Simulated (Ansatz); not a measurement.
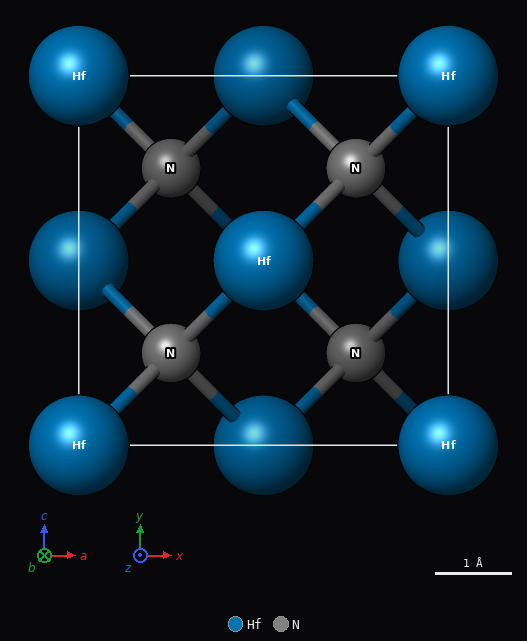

A scan of a crystal of HfN (F-43m): the cell is strained along x alone, with the atoms kept at their fractional coordinates. x, y and z are the Cartesian axes of the input. The picture shows the reference cell. The picture is a ball-and-stick view of the conventional cell (4 times the calculation's cell), seen along the b axis. Lengths and directions refer to the drawn axes.

Level of theory: DFT PBEsol, scalar-relativistic, plane waves, PAW (Ansatz 0.2.0). (plane-wave cutoff 420 eV; k-point mesh 22 × 22 × 22; occupations gaussian; smearing width 0.15 eV; no spin polarisation). Energies (free energies at the smearing named) are counted from the relaxed crystal.

```
Hf N
1.0
     0.00000    2.43353    2.43353
     2.43353    0.00000    2.43353
     2.43353    2.43353    0.00000
Hf N
1 1
Direct
  0.00000 0.00000 0.00000
  0.75000 0.75000 0.75000
```

> Predict the energy profile (the strain: −0.1500, −0.0750, 0.0000, 0.0375, 0.1125).

```tsv
strain	ΔE (meV/atom)
−0.1500	332
−0.0750	81
0.0000	0
0.0375	19
0.1125	157
```

The lowest computed point lies at the strain 0.00 (0 meV/atom). The distortion takes the space group from F-43m to I-4m2. At the strain −0.15 the cell of the drawing goes a 4.867 → 4.137 Å.
